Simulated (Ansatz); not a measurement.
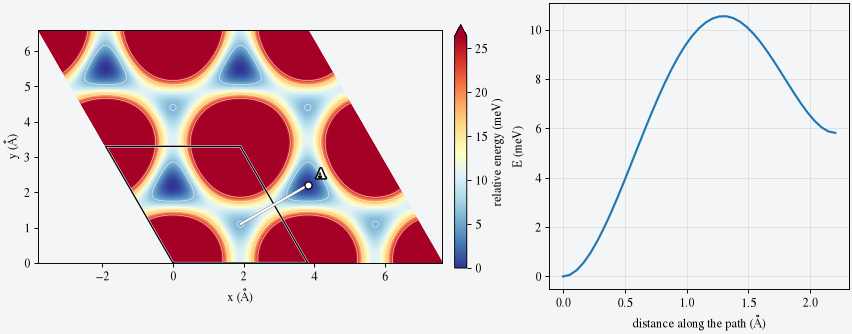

N₂ on a Si(001) slab cut from the P6_3/mmc phase, its upper half relaxed before the scan (8 atoms of substrate and one adsorbate in a 1 × 1 cell). N2 is moved over the surface cell at a fixed height above a rigid substrate; the origin of the map has the adsorbate above Si8; the height is held at 3.10 Å. Places are given modulo a cell vector. The map is drawn in real space over the plane of the surface. The grid has 6 × 6 points; 10 points were computed and 26 follow by symmetry. Energies: meV, counted from the lowest grid point. With one adsorbate in each 1 × 1 cell, its nearest image is 3.8 Å away, so neighbouring adsorbates interact. At a fixed height the lowest place need not be the adsorption site. These are results of DFT PBE+D3(BJ), scalar-relativistic, plane waves, PAW in Ansatz 0.2.0, not measurements. Settings: cutoff 420 eV, k-mesh 9×9×1, gaussian smearing 0.05 eV, no spin polarisation.

The picture shows a smooth colour map with a few white contour lines, a line along the lowest path, the outline of one cell of the 2 × 2 shown, one colour for all values above the top of the scale, the energy along the path at the right, the start A. Between grid points the surface is interpolated.

### Describe the path and its barrier.

The easiest path leads from the well at a threefold hollow, (2/6, 4/6) of the cell vectors to the well at a threefold hollow over a second-layer Si atom, (4/6, 2/6) of the cell vectors, about 5.8 meV higher. Its highest point lies about 11 meV above the bottom of the first well on the interpolated surface, at about (0.93, 0.47) of the cell vectors. Seen from the upper well the barrier is about 4.7 meV. This is the barrier on the constrained surface; relaxing the other coordinates would change it.

PAW datasets: the set soft_1.
